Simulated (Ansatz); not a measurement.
Na. A set of calculations on one system.

Space group P6_3/mmc. This isn't the usual form at ambient conditions.

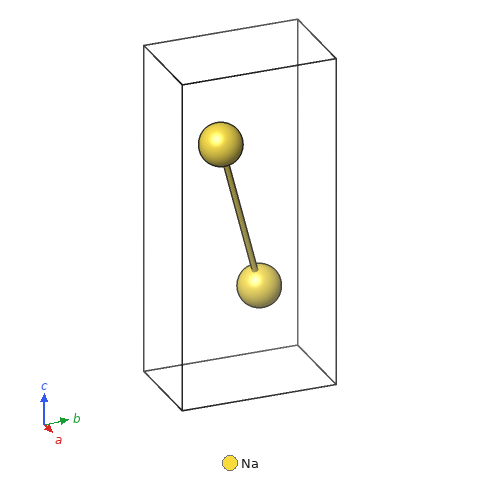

The conventional cell.

```
Na
1.0
     3.76700    0.00000    0.00000
    -1.88350    3.26232    0.00000
     0.00000    0.00000    6.15400
Na
2
Direct
  0.33333 0.66667 0.25000
  0.66667 0.33333 0.75000
```

These are results of DFT PBE, scalar-relativistic, plane waves, PAW (Ansatz 0.2.0), not measurements.

Core electrons are frozen (PAW), so the maps are meaningful between the atoms, not at the nuclei.

Part 1: Bonding charge

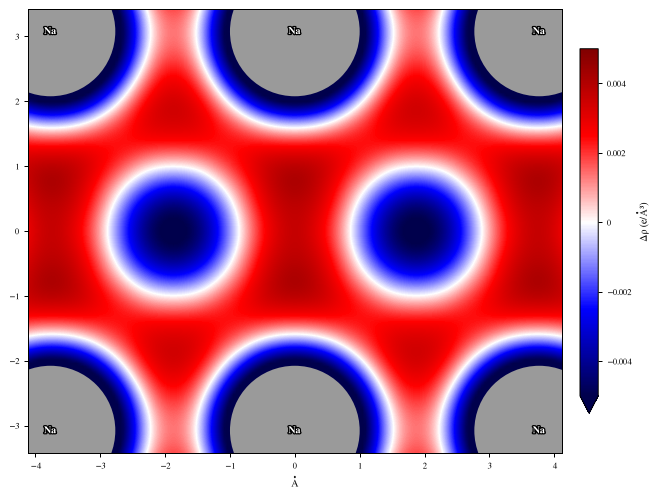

Density of the crystal less the sum of free-atom densities: a map on the (010) plane of the conventional cell, with grey discs over the atomic cores. Cores are masked to 1.0 Å (Na).

Read the map: where is density gained and where lost?

Answer. Over the whole cell, outside the masked cores, the largest gain, 0.005 e/Å³, lies 2.7 Å from a sodium nucleus, and the largest loss lies at the edge of the masked core of Na.
The rearranged charge, half the integral of |Δρ|, is about 0.05 e an atom.

Part 2: States by energy

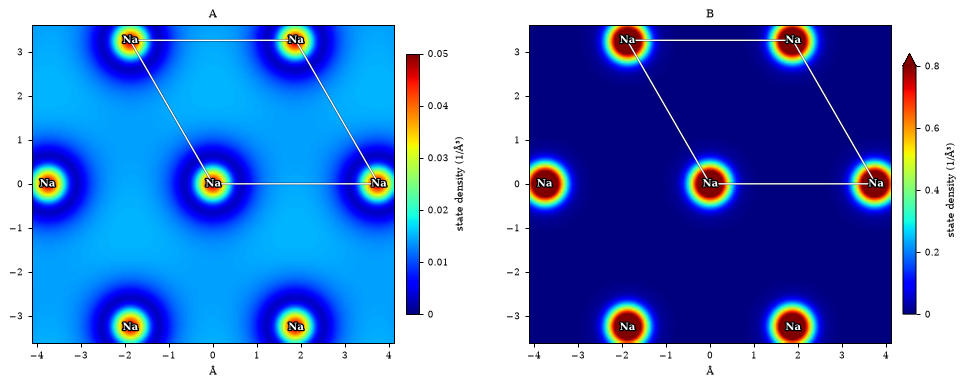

Na: densities of the states in two energy windows, on the (001) plane of the conventional cell.

The windows, about the Fermi level, are −24.91 to −24.81 eV and −1.2 to 0.0 eV. Which panel shows which?

Answer. Panel A: −1.2 to 0.0 eV, the filled states just under the Fermi level, mainly Na 3s (over 95 %).
Panel B: −24.91 to −24.81 eV, a separate group of bands (semicore or deep states), mainly Na 2p (over 95 %).
The characters are Löwdin shares on a minimal set of atomic orbitals.

Part 3: Change of volume

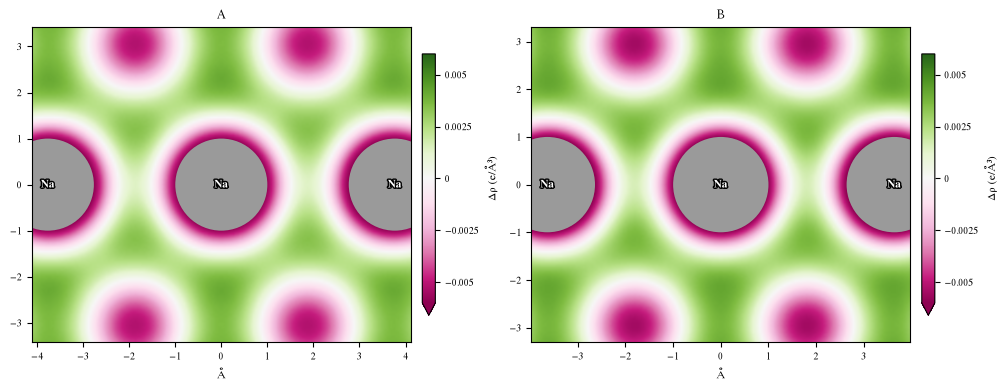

Na: deformation density on the (100) plane of the conventional cell at two volumes, with the same fractional coordinates and one colour scale. Grey discs cover the cores. Panel B has 90 % of the volume of panel A.

How do bonds, bonding charge and pressure respond to this change of volume?

Answer. The pressure is −0.2 GPa in A and 0.8 GPa in B.
The rearranged charge is 0.05 e an atom in A and 0.05 e in B.

Part 4: Putting it together

The two pressures give a mean stiffness −ΔP/Δln V of about 8.7 GPa over this range, with the atoms held at their fractional positions.

Run times: 22 s (base cell), 7.5 s (state densities) and 24 s (scaled cell), on 1 thread of Arm Neoverse N1, on a shared host.
